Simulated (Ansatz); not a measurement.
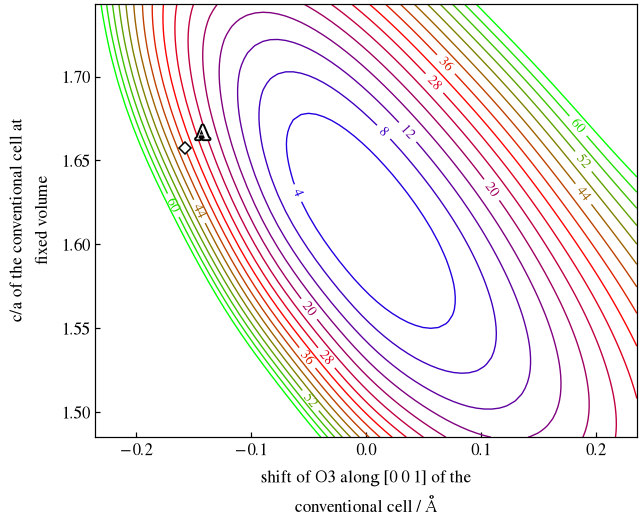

ZnO (P6_3mc, No. 186; 4 atoms in the cell). 
- The energy is mapped over a free internal coordinate and the cell.
- First axis: shift of O3 along [0 0 1] of the conventional cell, Cartesian (0 0 1), its symmetry partners moved as symmetry demands (measured in the relaxed cell). Second axis: c/a of the conventional cell at fixed volume.
- Nothing is relaxed (all other coordinates fixed).
- Grid: 7 × 7 points.
- Points are written as (first, second).
- Energies: meV/atom, counted from the lowest grid point.
- Theory: Ansatz 0.2.0, DFT PBEsol, scalar-relativistic, plane waves, PAW. Settings: cutoff 520 eV, k-mesh 9×9×6 in the order of the run's cell vectors, gaussian smearing 0.05 eV, no spin polarisation.

The picture shows contour lines labelled in meV/atom (none above 64), the point A. Between grid points the surface is interpolated.

Question: Is A at rest? If not, where is it pushed?

Answer: A, at (−0.157 Å, 1.657), is not a stationary point. The computed force is 630 meV/atom for each Å towards larger values of the first coordinate and 350 meV/atom for each unit towards larger values of the second coordinate.

PAW datasets: the set soft_1.
